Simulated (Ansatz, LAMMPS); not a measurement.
# Glassy 72SiO2-17Al2O3-6BaO-6ZnO (mol %) (116 atoms): atom by atom

The starting structure: 116 atoms (26 Si, 12 Al, 2 Ba, 2 Zn, 74 O) placed at random at 2.68 g/cm³, melted at 4000 K for 10 ps at fixed volume with the Morse and Coulomb pair potential with partial charges (Pedone, Malavasi, Menziani, Cormack and Segre, J. Phys. Chem. B 110, 11780 (2006)). Quenched from 4000 K to 300 K at 50 K/ps and fixed volume, held 5 ps.

Calculated values (Ansatz 0.2.0, Kohn-Sham DFT, PBE, PAW (set soft_2), plane waves; cutoff 420 eV, Γ point, fixed occupations; density 2.68 g/cm³) for step 2 of a relaxation.

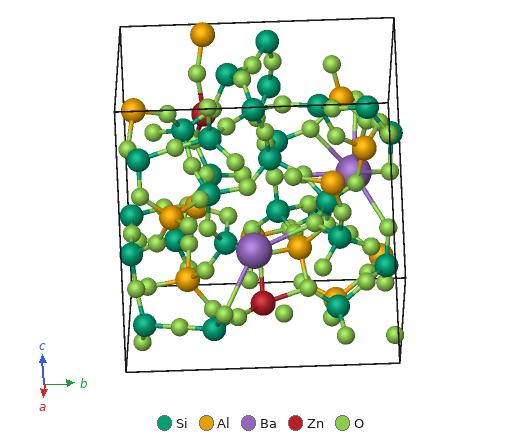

The structure (silicon teal, aluminium orange, barium purple, zinc red, oxygen green). Bonds to atoms that aren't drawn are left out. Some periodic images of atoms are drawn too.

Cell vectors (Å):

```
11.782 0.000 0.000
0.000 11.782 0.000
0.000 0.000 11.782
```

Positions (Å):

```
1 Si 6.114 4.335 3.846
2 Si 7.371 3.747 6.482
3 Si 10.018 9.379 5.218
4 Si 5.392 0.315 4.970
5 Si 2.271 6.367 11.632
6 Si 7.266 8.844 5.940
7 Si 0.494 6.294 9.018
8 Si 1.738 2.048 2.619
9 Si 0.826 3.614 5.194
10 Si 3.045 6.589 7.352
11 Si 4.846 11.601 8.154
12 Si 5.456 2.689 8.795
13 Si 11.124 10.849 11.405
14 Si 8.589 0.337 4.276
15 Si 4.747 11.154 2.144
16 Si 9.016 0.804 1.207
17 Si 0.500 8.228 3.203
18 Si 10.086 0.875 9.014
19 Si 10.211 3.994 9.929
20 Si 7.662 5.822 10.327
21 Si 6.185 6.397 7.614
22 Si 10.039 3.816 1.246
23 Si 6.532 9.059 0.947
24 Si 4.839 4.680 11.034
25 Si 9.017 8.697 10.858
26 Si 2.919 6.529 4.165
27 Al 10.192 2.193 6.405
28 Al 0.780 5.336 2.326
29 Al 1.629 10.833 1.577
30 Al 3.558 8.872 0.298
31 Al 2.553 9.447 9.027
32 Al 11.393 9.230 8.120
33 Al 5.961 7.492 3.481
34 Al 3.709 3.084 4.761
35 Al 4.636 2.576 1.770
36 Al 0.960 3.561 11.615
37 Al 7.174 0.654 10.317
38 Al 7.790 10.526 8.475
39 Ba 2.646 9.836 5.699
40 Ba 9.650 5.666 4.607
41 Zn 7.298 5.870 1.456
42 Zn 1.246 3.471 8.115
43 O 1.233 6.522 10.393
44 O 10.450 9.326 11.175
45 O 0.896 2.606 3.894
46 O 7.580 10.096 6.844
47 O 6.470 2.084 9.877
48 O 4.794 0.857 1.558
49 O 6.299 3.037 7.442
50 O 8.613 7.127 10.839
51 O 4.640 1.703 5.064
52 O 4.600 11.294 3.802
53 O 11.162 5.083 9.129
54 O 9.388 1.492 5.002
55 O 10.872 3.989 11.548
56 O 6.865 6.263 9.049
57 O 5.258 8.731 0.050
58 O 4.873 3.991 9.507
59 O 3.772 10.534 8.404
60 O 2.365 3.491 5.736
61 O 2.736 7.440 0.860
62 O 1.489 5.133 0.622
63 O 6.114 10.312 1.890
64 O 4.712 4.444 4.606
65 O 10.821 11.726 10.069
66 O 2.799 8.082 7.796
67 O 10.787 9.575 6.587
68 O 4.565 1.386 8.436
69 O 1.710 0.419 2.635
70 O 2.319 5.367 3.200
71 O 8.929 3.416 6.779
72 O 9.375 10.690 4.534
73 O 11.082 8.638 4.216
74 O 8.503 0.378 9.004
75 O 7.192 3.618 4.907
76 O 0.832 10.932 0.093
77 O 6.779 7.816 1.911
78 O 6.979 0.349 4.686
79 O 8.708 9.375 9.357
80 O 9.592 2.321 1.246
81 O 1.303 3.259 9.982
82 O 1.774 5.753 8.035
83 O 5.149 11.495 6.516
84 O 11.186 4.319 2.261
85 O 6.415 5.361 11.325
86 O 8.562 0.483 2.700
87 O 4.643 6.186 7.795
88 O 11.468 7.551 8.482
89 O 7.870 9.382 0.052
90 O 4.496 3.605 0.356
91 O 3.246 2.660 2.932
92 O 10.218 11.579 0.773
93 O 0.001 6.905 2.417
94 O 8.749 8.289 5.475
95 O 3.048 6.450 5.769
96 O 8.752 4.675 9.976
97 O 0.012 2.971 6.528
98 O 1.270 2.530 1.154
99 O 2.688 9.117 10.643
100 O 1.022 10.027 8.473
101 O 6.488 7.812 6.942
102 O 0.969 9.489 2.386
103 O 7.104 5.403 6.664
104 O 8.794 4.809 1.352
105 O 6.232 11.182 9.105
106 O 10.028 2.481 9.507
107 O 6.397 8.727 4.618
108 O 6.739 5.808 3.469
109 O 5.959 3.403 2.584
110 O 3.664 5.735 11.037
111 O 4.300 7.245 3.606
112 O 3.508 10.309 1.435
113 O 7.823 0.631 0.054
114 O 10.506 0.895 7.499
115 O 1.816 7.826 4.073
116 O 0.133 4.984 4.947
```

Q: Give the force on every atom.

Columns: atom, fx, fy, fz (forces in eV/Å).

```
1 0.175 -0.879 1.217
2 0.501 1.510 1.172
3 -0.942 -0.508 -0.803
4 0.892 0.845 1.428
5 0.243 -1.919 -1.106
6 -0.208 -1.741 0.432
7 0.066 -0.406 -0.320
8 -0.362 -1.012 -0.457
9 0.957 -1.279 0.199
10 1.845 -0.629 0.784
11 2.661 0.895 -0.905
12 2.081 -0.878 0.540
13 -1.644 0.255 0.916
14 -0.551 -0.402 0.769
15 0.449 0.934 0.135
16 -0.644 -0.647 -1.493
17 -0.047 -0.943 -1.057
18 -1.119 1.400 0.286
19 0.733 1.333 1.269
20 1.466 0.832 -0.187
21 1.890 -0.157 -1.331
22 0.106 2.251 0.177
23 -0.210 1.272 -1.834
24 0.282 -1.437 -0.656
25 -2.806 1.742 -1.398
26 0.302 1.044 -2.103
27 -1.475 -0.157 -0.376
28 0.788 0.979 0.082
29 0.855 0.121 0.921
30 0.132 -0.008 -0.722
31 0.048 -0.407 -0.207
32 -0.122 -0.826 0.053
33 0.527 -0.259 0.411
34 -0.032 -0.323 -1.320
35 0.638 0.477 -0.263
36 0.174 0.563 -0.194
37 0.147 -0.307 -1.738
38 0.045 0.279 -0.172
39 0.208 -0.007 0.020
40 -0.330 0.201 -0.314
41 -0.218 -0.029 0.261
42 -0.329 -0.077 0.477
43 0.102 1.026 0.777
44 1.760 -0.051 0.499
45 -0.948 -0.211 0.164
46 0.151 1.391 0.009
47 0.021 1.081 0.509
48 0.121 0.057 -0.458
49 -0.511 -0.204 -0.121
50 -0.261 -1.474 0.303
51 0.031 0.350 0.337
52 -0.808 -1.683 -0.231
53 -0.130 -0.904 -0.461
54 0.998 0.643 0.413
55 -0.119 -0.193 -1.581
56 0.026 0.563 0.171
57 0.254 -0.328 -0.581
58 -0.779 1.073 0.461
59 -1.754 -0.870 0.013
60 -0.355 0.270 1.380
61 -0.064 1.404 1.675
62 -0.434 -0.520 0.489
63 0.223 0.451 0.369
64 0.005 1.272 0.440
65 0.873 -0.325 -0.591
66 -0.174 1.755 0.186
67 0.140 0.626 0.483
68 -1.776 0.076 -0.180
69 0.206 0.393 0.269
70 0.134 0.198 0.942
71 0.487 0.185 0.260
72 -0.086 -0.166 0.216
73 -1.030 0.157 0.764
74 -0.488 -0.736 0.464
75 -0.091 -0.090 -1.893
76 0.502 0.035 -1.017
77 0.691 -2.061 1.135
78 0.575 -0.256 0.124
79 0.659 -0.911 0.293
80 -0.304 -1.456 0.049
81 0.185 -0.195 -1.141
82 -0.455 -1.048 -0.345
83 -0.272 -0.874 -0.469
84 -0.990 -0.968 0.370
85 0.008 0.051 0.834
86 -0.353 -0.018 -1.178
87 -3.494 -0.468 -0.215
88 -0.366 0.125 -0.233
89 0.099 -0.168 0.584
90 0.041 -0.857 0.439
91 0.200 0.138 0.458
92 -0.039 -0.112 0.360
93 -0.221 0.411 0.160
94 1.654 -0.387 -0.475
95 -0.258 -0.476 0.016
96 -0.749 -0.113 0.400
97 0.508 0.008 -0.041
98 0.038 -0.379 0.215
99 0.309 -0.014 0.446
100 0.303 0.853 -0.268
101 -0.102 0.607 0.439
102 -0.243 0.515 -0.026
103 -0.079 -0.720 0.091
104 -0.051 0.293 0.063
105 -0.423 0.408 0.348
106 0.389 -1.070 -0.269
107 -0.508 0.671 -0.843
108 0.302 0.735 -0.227
109 0.287 -0.518 -0.971
110 -0.109 0.986 -0.846
111 -1.422 -0.467 0.231
112 -1.408 0.144 0.342
113 1.265 0.110 2.218
114 0.653 -0.739 0.024
115 0.828 -0.089 1.329
116 -0.545 1.354 -0.495
```

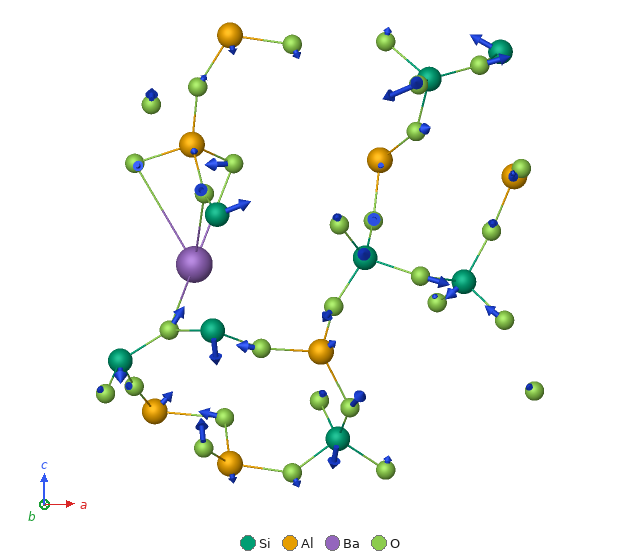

The forces as arrows, the longest 3.59 eV/Å. Drawn is a slice 4 Å thick, seen along the normal of the ac plane. Bonds to atoms that aren't drawn are left out.

The quench rate of 50 K/ps is many orders above laboratory rates, so the cell is likely richer in defects and strain than a real sample. The network of bonds at the start is that of the classical potential that made the cell. Only the Γ point is sampled, in a cell whose shortest periodic width is 12 Å.

The r.m.s. force component is 0.818 eV/Å; the longest force, 3.59 eV/Å, acts on Si25. The energy lies 33.7 meV/atom below that of the first step of this run.

[Logs are printed without paths, hosts, clocks, repeated set-up lines and the standing remarks that a program may print on its own settings, such as how far it seeks lower states.]

[Hosts, paths, dates, database ids (printed as entryN), source tags and the programs' standing remarks are cut or masked in the printed files.]
